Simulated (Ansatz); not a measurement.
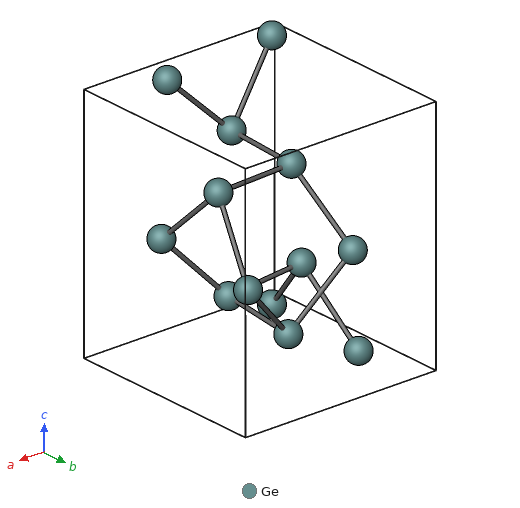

Ge, space group P4_32_12 (No. 96), a = 5.855 Å, b = 5.855 Å, c = 6.933 Å, α = 90.00°, β = 90.00°, γ = 90.00°

```tsv
site	Wyckoff	x	y	z
Ge1	4a	0.0894	0.0894	0.0000
Ge2	8b	0.1724	0.3711	0.2587
```

Source: coordinates from a relaxation with DFT, LDA (PW92), plane waves (420 eV) with PAW, scalar-relativistic in Ansatz.

Compute the Voronoi cell of each site (no radii): faces and volume.

Answer.
```csv
site,faces above 1 % of the sphere,volume (Å³),solid angle by neighbour (%)
Ge1,14,19.89,Ge 100
Ge2,11,19.77,Ge 100
```

Weighted by multiplicity the volumes add up to the cell volume, 237.7 Å³.

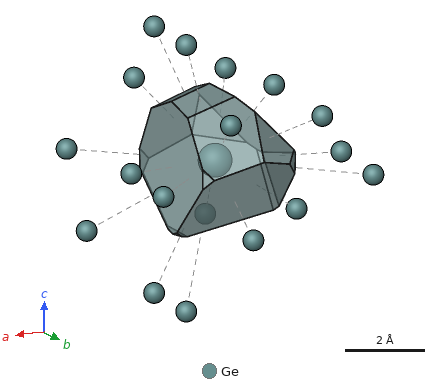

The computed Voronoi cell of Ge2, with the neighbours that bound it.
